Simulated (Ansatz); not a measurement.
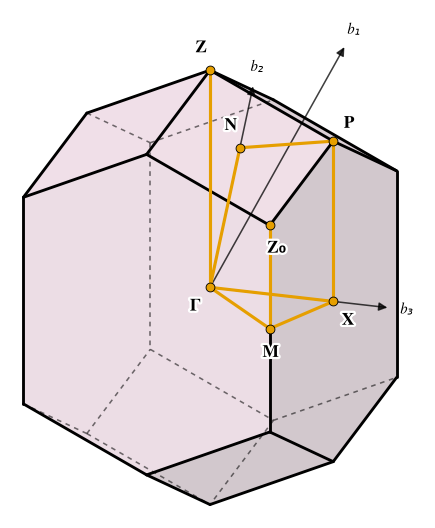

For Ru, the geometry relaxed with DFT r2SCAN, scalar-relativistic, plane waves, PAW (Ansatz 0.2.0); the starting structure was generated, so it need not be a known form of this composition: the figure shows the first Brillouin zone with its special points and a band path. All values are computed from the atomic coordinates in the standard setting (tolerance 0.002 Å).

Labels and path follow the convention of Hinuma et al. (2017), as computed by seekpath; the arrows show the directions of the reciprocal primitive vectors b₁, b₂, b₃.

### What lattice type do the shape and the labels point to?

A body-centred tetragonal lattice (tI; extended symbol tI1). The zone is an elongated dodecahedron in its combinatorial type: 12 faces (8 with 4 edges, 4 with 6 edges), 28 edges, 18 vertices.

### In which order does the conventional band path visit the special points?

Γ–X–M–Γ–Z | Z₀–M | X–P–N–Γ
